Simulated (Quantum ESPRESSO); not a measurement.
# H on fcc sites of Ni(111), stepped through the coverage, part 3 of 10

What law, if any, do the results for H on fcc sites of Ni(111) follow against the coverage?

Quantum ESPRESSO 7.5; plane-wave DFT, PBE, GBRV ultrasoft pseudopotentials.

So far. Step 2 (Relaxing cell and ions of the reference):  The last row is no step: it is a fresh SCF in the final cell with a new plane-wave basis, +0 meV from the row before. Step 4 (Relaxation with pw.x of the reference): The relaxation lowers the energy by 1 meV an atom.

## (5) Relaxation with pw.x, 0 ML

What the set-up leaves free in this member is relaxed.

System of this step: Ni(111), 3 layers, 1 sites a cell. The cell holds 3 atoms: 3 Ni. Its edges and angles: a = 2.487 Å, b = 2.487 Å, c = 18.052 Å, α = 90.0°, β = 90.0°, γ = 60.0°. It derives from Ni. Vacuum lies along c.

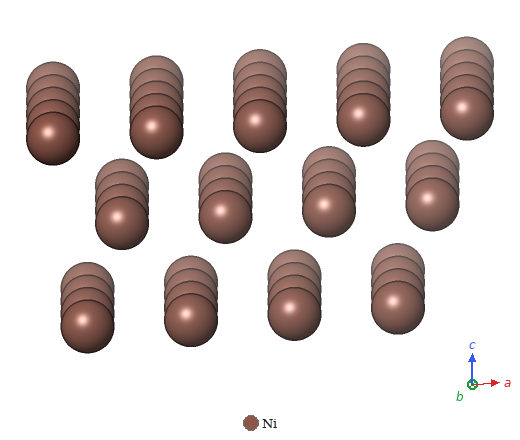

The cell of this step (nickel brown). 4×4×1 cells are drawn. Some periodic images of atoms are drawn too.

Input file m0.relax.in:

```
&control
  prefix = 'm0.relax'
  outdir = './out'
  pseudo_dir = './pseudo'
  nstep = 70
  forc_conv_thr = 0.0015
  calculation = 'relax'
/
&system
  ibrav = 0
  nat = 3
  ntyp = 1
  ecutwfc = 40
  ecutrho = 200
  occupations = 'smearing'
  smearing = 'mv'
  degauss = 0.02
  nspin = 2
  starting_magnetization(1) = 0.12
/
&electrons
  conv_thr = 1e-07
  mixing_beta = 0.3
  electron_maxstep = 120
  mixing_mode = 'local-TF'
/
&ions
/
ATOMIC_SPECIES
  Ni  58.6934  ni_pbe_v1.4.uspp.F.UPF
CELL_PARAMETERS angstrom
  2.48728422466649 0.00000000000000 0.00000000000000
  1.24364211233325 2.15405132499346 0.00000000000000
  0.00000000000000 0.00000000000000 18.05197812365314
ATOMIC_POSITIONS crystal
  Ni  0.333333333300 0.333333333300 0.387499361492
  Ni  0.666666666700 0.666666666700 0.500000000000 0 0 0
  Ni  0.000000000000 0.000000000000 0.612500638508
K_POINTS automatic
  10 10 1 0 0 0
```

On the command line:

```
$ OMP_NUM_THREADS=1 mpirun -n 16 pw.x -nk 4 -in m0.relax.in > m0.relax.out
```

Log:

```text
[banner, memory and clock lines left out]
Program PWSCF v.7.5 starts

          URL

     Message from routine setup:
     using ibrav=0 with symmetry is DISCOURAGED, use correct ibrav instead

     bravais-lattice index     =            0
     lattice parameter (alat)  =       4.7003  a.u.
     unit-cell volume          =     652.6838 (a.u.)^3
     number of atoms/cell      =            3
     number of atomic types    =            1
     number of electrons       =        54.00
     number of Kohn-Sham states=           32
     kinetic-energy cutoff     =      40.0000  Ry
     charge density cutoff     =     200.0000  Ry
     scf convergence threshold =      1.0E-07
     mixing beta               =       0.3000
     number of iterations used =            8  local-TF  mixing
     energy convergence thresh.=      1.0E-04
     force convergence thresh. =      1.5E-03
     Exchange-correlation=  SLA  PW   PBX  PBC
                           (   1   4   3   4   0   0   0)
     nstep                     =           70

     celldm(1)=   4.700286  celldm(2)=   0.000000  celldm(3)=   0.000000
     celldm(4)=   0.000000  celldm(5)=   0.000000  celldm(6)=   0.000000

     crystal axes: (cart. coord. in units of alat)
               a(1) = (   1.000000   0.000000   0.000000 )
               a(2) = (   0.500000   0.866025   0.000000 )
               a(3) = (   0.000000   0.000000   7.257706 )

     reciprocal axes: (cart. coord. in units 2 pi/alat)
               b(1) = (  1.000000 -0.577350  0.000000 )
               b(2) = (  0.000000  1.154701  0.000000 )
               b(3) = (  0.000000  0.000000  0.137785 )

     PseudoPot. # 1 for Ni read from file:
     ./pseudo/ni_pbe_v1.4.uspp.F.UPF
     Pseudo is Ultrasoft + core correction, Zval = 18.0
     Generated by new atomic code, or converted to UPF format
     Using radial grid of  865 points,  6 beta functions with:
                l(1) =   0
                l(2) =   0
                l(3) =   1
                l(4) =   1
                l(5) =   2
                l(6) =   2
     Q(r) pseudized with 10 coefficients,  rinner =    0.980   0.980   0.980
                                                       0.980   0.980

     atomic species   valence    mass     pseudopotential
     Ni               18.00    58.69340     Ni( 1.00)

     Starting magnetic structure
     atomic species   magnetization
     Ni              0.120

     12 Sym. Ops., with inversion, found ( 6 have fractional translation)

   Cartesian axes

     site n.     atom                  positions (alat units)
         1        Ni     tau(   1) = (   0.5000000   0.2886751   2.8123565  )
         2        Ni     tau(   2) = (   1.0000000   0.5773503   3.6288531  )
         3        Ni     tau(   3) = (   0.0000000   0.0000000   4.4453497  )

     number of k points=    14  Marzari-Vanderbilt smearing, width (Ry)=  0.0200
                       cart. coord. in units 2pi/alat
        k(    1) = (   0.0000000   0.0000000   0.0000000), wk =   0.0100000
        k(    2) = (   0.0000000   0.1154701   0.0000000), wk =   0.0600000
        k(    3) = (   0.0000000   0.2309401   0.0000000), wk =   0.0600000
        k(    4) = (   0.0000000   0.3464102   0.0000000), wk =   0.0600000
        k(    5) = (   0.0000000   0.4618802   0.0000000), wk =   0.0600000
        k(    6) = (   0.0000000  -0.5773503   0.0000000), wk =   0.0300000
        k(    7) = (   0.1000000   0.1732051   0.0000000), wk =   0.0600000
        k(    8) = (   0.1000000   0.2886751   0.0000000), wk =   0.1200000
        k(    9) = (   0.1000000   0.4041452   0.0000000), wk =   0.1200000
        k(   10) = (   0.1000000  -0.6350853   0.0000000), wk =   0.1200000
        k(   11) = (   0.2000000   0.3464102   0.0000000), wk =   0.0600000
        k(   12) = (   0.2000000  -0.6928203   0.0000000), wk =   0.1200000
        k(   13) = (   0.2000000  -0.5773503   0.0000000), wk =   0.0600000
        k(   14) = (   0.3000000  -0.6350853   0.0000000), wk =   0.0600000

     Dense  grid:    31209 G-vectors     FFT dimensions: (  24,  24, 160)

     Smooth grid:    22385 G-vectors     FFT dimensions: (  24,  24, 144)

     Check: negative core charge=   -0.000014
     Generating pointlists ...
     new r_m :   0.4125 (alat units)  1.9389 (a.u.) for type    1

     Initial potential from superposition of free atoms

     starting charge      48.0000, renormalised to      54.0000

     negative rho (up, down):  9.652E-04 7.584E-04
     Starting wfcs are   39 randomized atomic wfcs

     per-process dynamical memory:    15.6 Mb

     Self-consistent Calculation

     iteration #  1     ecut=    40.00 Ry     beta= 0.30
     Davidson diagonalization with overlap
     ethr =  1.00E-02,  avg # of iterations =  9.5

     negative rho (up, down):  8.164E-02 8.906E-02

     total energy              =   -1016.47232611 Ry
     estimated scf accuracy    <     597.00036706 Ry

     total magnetization       =     0.65 Bohr mag/cell
     absolute magnetization    =     0.66 Bohr mag/cell

     iteration #  2     ecut=    40.00 Ry     beta= 0.30
     Davidson diagonalization with overlap
     ethr =  1.00E-02,  avg # of iterations =  8.9

     negative rho (up, down):  5.939E-02 6.451E-02

     total energy              =   -1028.46029896 Ry
     estimated scf accuracy    <      25.39612285 Ry

     total magnetization       =     3.10 Bohr mag/cell
     absolute magnetization    =     3.35 Bohr mag/cell

     iteration #  3     ecut=    40.00 Ry     beta= 0.30
     Davidson diagonalization with overlap
     ethr =  1.00E-02,  avg # of iterations =  3.5

     negative rho (up, down):  1.771E-02 1.942E-02

     total energy              =   -1029.20541666 Ry
     estimated scf accuracy    <       3.48083762 Ry

     total magnetization       =     2.91 Bohr mag/cell
     absolute magnetization    =     3.31 Bohr mag/cell

     iteration #  4     ecut=    40.00 Ry     beta= 0.30
     Davidson diagonalization with overlap
     ethr =  6.45E-03,  avg # of iterations =  3.2

     negative rho (up, down):  6.108E-03 6.832E-03

     total energy              =   -1029.85692494 Ry
     estimated scf accuracy    <       0.59335585 Ry

     total magnetization       =     1.96 Bohr mag/cell
     absolute magnetization    =     2.43 Bohr mag/cell

     iteration #  5     ecut=    40.00 Ry     beta= 0.30
     Davidson diagonalization with overlap
     ethr =  1.10E-03,  avg # of iterations =  1.5

     negative rho (up, down):  6.592E-07 5.778E-07

     total energy              =   -1029.82687656 Ry
[...]
Davidson diagonalization with overlap
     ethr =  1.59E-11,  avg # of iterations =  1.5

     negative rho (up, down):  1.737E-04 2.288E-04

     total energy              =   -1029.73869472 Ry
     estimated scf accuracy    <          1.8E-09 Ry

     total magnetization       =     2.18 Bohr mag/cell
     absolute magnetization    =     2.54 Bohr mag/cell

     iteration # 15     ecut=    40.00 Ry     beta= 0.30
     Davidson diagonalization with overlap
     ethr =  3.40E-12,  avg # of iterations =  2.0

     negative rho (up, down):  1.739E-04 2.291E-04

     Magnetic moment per site  (integrated on atomic sphere of radius R)
     atom   1 (R=0.408)  charge= 16.5780  magn=  0.7609
     atom   2 (R=0.408)  charge= 16.6496  magn=  0.8043
     atom   3 (R=0.408)  charge= 16.5780  magn=  0.7609

     End of self-consistent calculation

 ------ SPIN UP ------------

          k = 0.0000 0.0000 0.0000 (  2829 PWs)   bands (ev):

  -101.1406-100.7918-100.7912 -61.5711 -61.4088 -61.4088 -61.1202 -61.1202
   -61.1198 -61.1198 -61.0996 -61.0839  -5.6402  -3.5500  -2.2300   0.2564
     0.2741   0.2741   0.3063   0.4885   0.4885   0.6737   0.6737   1.3914
     1.3914   1.7248   1.7645   1.7645   2.0518   2.0518   3.1260   7.1867

          k = 0.0000 0.1155 0.0000 (  2802 PWs)   bands (ev):

  -101.1384-100.7897-100.7891 -61.5682 -61.4250 -61.4127 -61.1356 -61.1353
   -61.1241 -61.1235 -61.0969 -61.0830  -5.3008  -3.2357  -1.9764   0.0024
     0.2221   0.2675   0.4004   0.5374   0.5870   0.6296   0.8120   1.1528
     1.3553   1.4108   1.5674   1.7642   2.0549   2.4970   4.0151   7.4959

          k = 0.0000 0.2309 0.0000 (  2784 PWs)   bands (ev):

  -101.1328-100.7841-100.7837 -61.5611 -61.4676 -61.4230 -61.1767 -61.1749
   -61.1342 -61.1334 -61.0904 -61.0811  -4.3424  -2.4235  -1.3773  -0.3415
    -0.1196   0.2397   0.3989   0.6180   0.6332   0.8553   0.8605   1.1043
     1.1889   1.3939   1.6657   1.7447   2.0622   3.4359   5.5763   8.4173

          k = 0.0000 0.3464 0.0000 (  2782 PWs)   bands (ev):

  -101.1258-100.7772-100.7770 -61.5527 -61.5194 -61.4358 -61.2273 -61.2227
   -61.1467 -61.1456 -61.0833 -61.0782  -3.0328  -1.7349  -1.0940  -0.6335
    -0.2786   0.1964   0.5780   0.6225   0.7458   0.8470   1.2663   1.3919
     1.6242   1.7033   1.8012   2.0769   2.0812   4.6502   7.4862   9.9208

          k = 0.0000 0.4619 0.0000 (  2802 PWs)   bands (ev):

  -101.1202-100.7717-100.7716 -61.5611 -61.5465 -61.4462 -61.2682 -61.2607
   -61.1569 -61.1556 -61.0795 -61.0743  -2.0742  -1.6406  -1.2234  -0.9489
    -0.2794   0.2373   0.5300   0.6183   1.1893   1.4332   1.7384   1.8872
     1.9965   2.1395   2.1845   2.2615   3.3063   6.0223   9.4324   9.8243

          k = 0.0000-0.5774 0.0000 (  2800 PWs)   bands (ev):

  -101.1180-100.7696-100.7695 -61.5768 -61.5445 -61.4502 -61.2838 -61.2746
   -61.1608 -61.1593 -61.0786 -61.0724  -1.8455  -1.6675  -1.2520  -1.0989
    -0.3107   0.1942   0.4893   0.7749   1.3697   1.4391   1.9509   2.0012
     2.0525   2.3051   2.3216   3.5903   4.9660   5.3740   8.9157   9.6963

          k = 0.1000 0.1732 0.0000 (  2783 PWs)   bands (ev):

  -101.1345-100.7858-100.7854 -61.5631 -61.4533 -61.4211 -61.1629 -61.1616
   -61.1320 -61.1317 -61.0922 -61.0816  -4.6489  -2.6615  -1.5323  -0.2529
     0.0356   0.1357   0.4668   0.4792   0.6508   0.7336   1.0439   1.0906
     1.1269   1.3920   1.4994   1.8657   1.9875   3.1747   5.1248   8.1116

          k = 0.1000 0.2887 0.0000 (  2784 PWs)   bands (ev):

  -101.1282-100.7796-100.7793 -61.5554 -61.4975 -61.4355 -61.2060 -61.2025
   -61.1461 -61.1454 -61.0853 -61.0794  -3.4826  -1.8419  -0.9882  -0.4701
    -0.3124   0.1724   0.2363   0.3419   0.7039   0.8664   1.0268   1.2911
     1.4719   1.6696   1.8000   1.9379   2.0810   4.2256   6.7862   9.3330

          k = 0.1000 0.4041 0.0000 (  2791 PWs)   bands (ev):

  -101.1219-100.7734-100.7733 -61.5482 -61.5413 -61.4501 -61.2489 -61.2428
   -61.1602 -61.1593 -61.0798 -61.0761  -2.2660  -1.5213  -1.0496  -0.6699
    -0.3096   0.1154   0.4347   0.5609   0.9006   0.9667   1.3456   1.4618
     1.7634   1.9623   2.0250   2.4255   3.0549   5.6877   8.8198  10.8993

          k = 0.1000-0.6351 0.0000 (  2800 PWs)   bands (ev):

  -101.1180-100.7696-100.7695 -61.5681 -61.5441 -61.4592 -61.2751 -61.2671
   -61.1689 -61.1680 -61.0779 -61.0729  -1.7285  -1.5402  -1.1615  -0.9050
    -0.3049   0.2392   0.3050   0.7227   1.1469   1.3877   1.6203   1.8551
     1.8988   2.0207   2.1615   3.7609   4.8332   6.4556   9.2011   9.8566

          k = 0.2000 0.3464 0.0000 (  2795 PWs)   bands (ev):

  -101.1226-100.7741-100.7739 -61.5487 -61.5283 -61.4573 -61.2362 -61.2307
   -61.1668 -61.1661 -61.0794 -61.0774  -2.3194  -1.3844  -0.7182  -0.6474
    -0.1394  -0.0242   0.1288   0.2452   0.7156   0.7215   1.2364   1.3526
     1.6282   1.9581   2.0091   2.5178   3.1097   5.5901   8.5496  10.8425

          k = 0.2000-0.6928 0.0000 (  2788 PWs)   bands (ev):

  -101.1180-100.7696-100.7695 -61.5496 -61.5434 -61.4780 -61.2571 -61.2505
   -61.1867 -61.1857 -61.0761 -61.0742  -1.4653  -1.2733  -0.9105  -0.5826
    -0.2334  -0.1598   0.4384   0.5357   0.7210   0.8427   1.2762   1.4810
     1.6898   1.9813   2.1335   3.8765   5.0041   7.4196  10.1687  10.7262

          k = 0.2000-0.5774 0.0000 (  2778 PWs)   bands (ev):

  -101.1162-100.7678-100.7678 -61.5570 -61.5415 -61.4865 -61.2641 -61.2575
   -61.1947 -61.1939 -61.0756 -61.0724  -1.3036  -1.2366  -0.9480  -0.6320
    -0.2872  -0.0853   0.3757   0.6317   0.8479   1.0520   1.2638   1.6800
     1.8245   1.8952   2.0535   5.6686   6.4216   7.1235   9.3718  10.5236

          k = 0.3000-0.6351 0.0000 (  2769 PWs)   bands (ev):

  -101.1156-100.7672-100.7672 -61.5405 -61.5403 -61.5092 -61.2481 -61.2429
   -61.2172 -61.2141 -61.0738 -61.0731  -1.0138  -0.9698  -0.7593  -0.6654
    -0.4650   0.0498   0.4730   0.5876   0.5993   0.6117   1.3032   1.4314
     1.7583   1.8824   2.0155   6.0902   7.4681   8.9103   9.1639  10.5047

 ------ SPIN DOWN ----------

          k = 0.0000 0.0000 0.0000 (  2829 PWs)   bands (ev):

  -100.0430 -99.7621 -99.7613 -60.5058 -60.3493 -60.3493 -60.1187 -60.1187
   -60.1180 -60.1180 -60.1089 -60.0884  -5.6846  -3.5622  -1.8849   1.0614
     1.0808   1.1142   1.1142   1.3331   1.3331   1.4927   1.4927   2.0503
     2.2239   2.2239   2.5784   2.5784   2.9607   2.9607   3.0912   7.1745

          k = 0.0000 0.1155 0.0000 (  2802 PWs)   bands (ev):

  -100.0408 -99.7599 -99.7592 -60.5026 -60.3666 -60.3535 -60.1348 -60.1344
   -60.1228 -60.1219 -60.1058 -60.0877  -5.3439  -3.2431  -1.6081   0.8353
     0.9710   1.0416   1.2583   1.3490   1.4270   1.4439   1.6394   1.7718
     2.1161   2.1795   2.3030   2.5772   2.9673   3.0768   4.2635   7.4852

          k = 0.0000 0.2309 0.0000 (  2784 PWs)   bands (ev):

  -100.0348 -99.7541 -99.7536 -60.4947 -60.4116 -60.3643 -60.1779 -60.1755
   -60.1333 -60.1322 -60.0985 -60.0864  -4.3742  -2.3885  -0.9203   0.4451
     0.5803   0.9391   1.1401   1.3050   1.5516   1.5937   1.6459   1.8838
     2.0408   2.2256   2.4721   2.5570   2.9813   3.9199   5.8093   8.4091

          k = 0.0000 0.3464 0.0000 (  2782 PWs)   bands (ev):

  -100.0275 -99.7470 -99.7466 -60.4858 -60.4662 -60.3778 -60.2310 -60.2246
   -60.1464 -60.1448 -60.0910 -60.0843  -2.9916  -1.4835  -0.4603   0.0153
     0.3767   0.9112   1.2890   1.3470   1.4207   1.4797   2.0831   2.2770
     2.4965   2.5708   2.6571   2.8195   3.0067   5.0019   7.6683   9.9161

          k = 0.0000 0.4619 0.0000 (  2802 PWs)   bands (ev):

  -100.0216 -99.7412 -99.7410 -60.5101 -60.4798 -60.3888 -60.2739 -60.2628
   -60.1570 -60.1552 -60.0873 -60.0807  -1.7780  -1.1724  -0.5487  -0.3451
     0.2886   0.9815   1.3064   1.3623   1.8244   2.2249   2.5172   2.7448
     2.9305   2.9319   3.0578   3.1273   3.6296   6.2062   9.6480  10.0634

          k = 0.0000-0.5774 0.0000 (  2800 PWs)   bands (ev):

  -100.0193 -99.7390 -99.7389 -60.5265 -60.4781 -60.3929 -60.2902 -60.2765
   -60.1611 -60.1591 -60.0866 -60.0788  -1.3721  -1.1355  -0.5690  -0.5546
[key lines of the parts left out:]
the Fermi energy is     2.8110 ev
convergence has been achieved in  15 iterations
```

The job ended after 39 s (16 MPI ranks of Arm Neoverse V2, shared host; peak memory 0.89 GiB).

The steps of the relaxation:

```csv
step,energy less that of the first step (eV),largest force (eV/Å)
1,0.0000,0.2431
2,-0.0019,0.1655
3,-0.0036,0.1432
4,-0.0056,0.0937
5,-0.0070,0.0173
6,-0.0070,0.0002
```

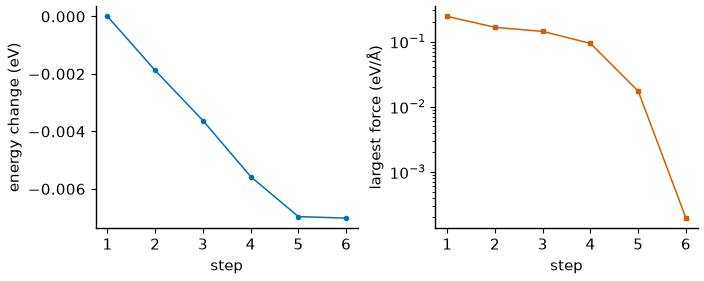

Energy and largest force along the relaxation.

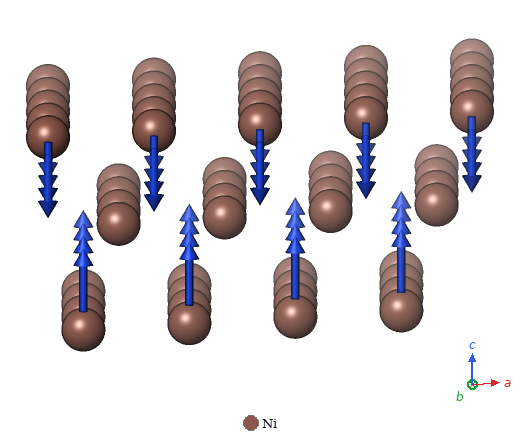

Displacements in the relaxation, exaggerated; the longest in the cell stands for 0.03 Å. 4×4×1 cells are drawn. Some periodic images of atoms are drawn too.

The atoms that moved most (Å):

```csv
atom,dx,dy,dz,length
Ni1,0.000,0.000,0.034,0.034
Ni3,0.000,0.000,-0.034,0.034
```

The relaxed structure:

```
CELL_PARAMETERS angstrom
2.48728 0.00000 0.00000
1.24364 2.15405 0.00000
0.00000 0.00000 18.05198
ATOMIC_POSITIONS crystal
Ni 0.33333 0.33333 0.38938
Ni 0.66667 0.66667 0.50000
Ni 0.00000 0.00000 0.61062
```

The relaxation lowers the energy by 2 meV an atom. On the free atoms the largest force ends at 0.000 eV/Å.

Read from the output:

- free energy: -14010.3087 eV
- Fermi energy: 2.812 eV
- magnetization: 2.18 μB
- absolute magnetization: 2.54 μB
- site moments: 0.7609, 0.8043, 0.7609 μB

(Continued in part 4 of 10.)

[Logs are printed without paths, hosts, clocks, repeated set-up lines and the standing remarks that a program may print on its own settings, such as how far it seeks lower states.]

[Hosts, paths, dates, database ids (printed as entryN), source tags and the programs' standing remarks are cut or masked in the printed files.]

[Maps of the electrostatic potential energy from Ansatz leave out the sawtooth potential of an applied field or a dipole correction, so their vacuum need not be flat; planar profiles and work functions include it.]
